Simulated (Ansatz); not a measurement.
# AlRu (slab): what the fields show

Input file:

```
crystal:
  lattice:
    - [3.0040847246, 0.0, 0.0]
    - [0.0, 3.0040847246, 0.0]
    - [0.0, 0.0, 25.514296536]
  atoms:
    - { symbol: Ru, position: [0.5, 0.5, 0.2939528428] }
    - { symbol: Al, position: [0.0, 0.0, 0.3528234592] }
    - { symbol: Ru, position: [0.5, 0.5, 0.4116940755] }
    - { symbol: Al, position: [0.0, 0.0, 0.4705646918] }
    - { symbol: Ru, position: [0.5, 0.5, 0.5294353082] }
    - { symbol: Al, position: [0.0, 0.0, 0.5883059245] }
    - { symbol: Ru, position: [0.5, 0.5, 0.6471765408] }
    - { symbol: Al, position: [0.0, 0.0, 0.7060471572] }
basis:
  ecutwfc: 420
kpoints:
  mp_grid: { grid: [12, 12, 1] }
hamiltonian:
  xc: pbe
scf:
  occupations: { method: gaussian, width: 0.1 }
output:
  forces: true
  stress: true
  eigenvalues: true
  write_density: true
  write_potential: true
  elf: true
  volumetric_format: npy
efield:
  axis: 3
  dipole_correction: true
  ramp_width: 0.04
```

Launched as:

```sh
ansatz run input.yaml --threads 1 --pin off --max-ram 2560MiB --backend cpu --events-out ev --progress --plain --runs-dir out
```

Not relaxed (largest force 1.5 eV/Å); computed without spin polarisation.

Theory: DFT PBE, scalar-relativistic, plane waves, PAW in Ansatz.

The density is the valence pseudo-density of a PAW calculation; it isn't the true density close to the nuclei.

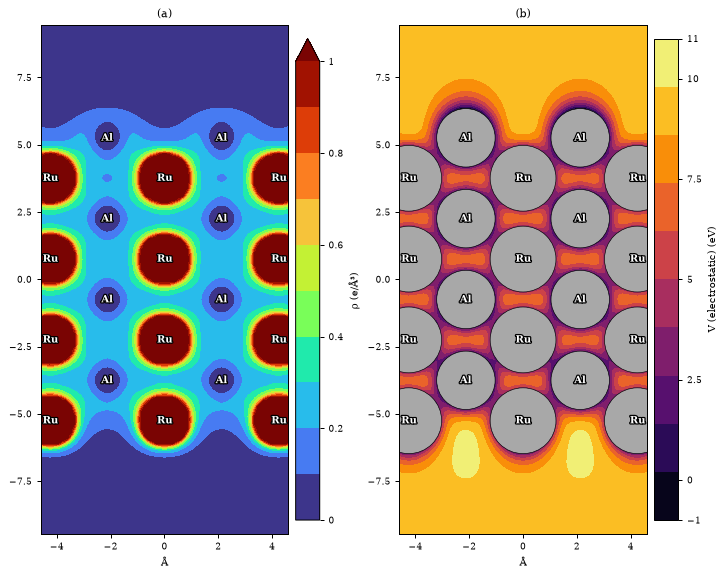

Figure 1. (a) valence pseudo-density; (b) electrostatic potential (local pseudopotential plus Hartree) felt by an electron on the (110) plane of the calculation cell, a cut from vacuum to vacuum. Grey discs cover the atomic cores in the potential map.

> Read the bonding off the picture.

Atoms in the plane: Ru and Al.
Al–Ru (2.60 Å): ρ is about 0.35 e/Å³ halfway.
The density dies away to nearly zero in the vacuum.

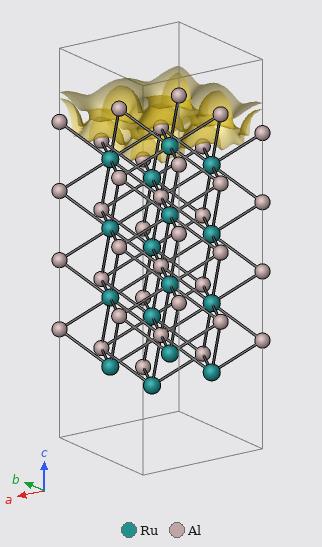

Figure 2. Isosurface of the ELF at 0.6 (yellow), seen at an oblique angle. Core shells and regions of very low density are left out. Sticks mark near contacts.

> Identify the bonds, lone pairs and shells in this picture.

The surface consists of sheets that run through the cell in two directions, counted in one cell of 8 atoms. Counts are for one cell; the picture repeats the cell along the surface.


Al–Ru (2.60 Å): the ELF is about 0.40 at the midpoint.

> Does the calculation give a band gap?

It is gapless in this calculation (a metal or semimetal).
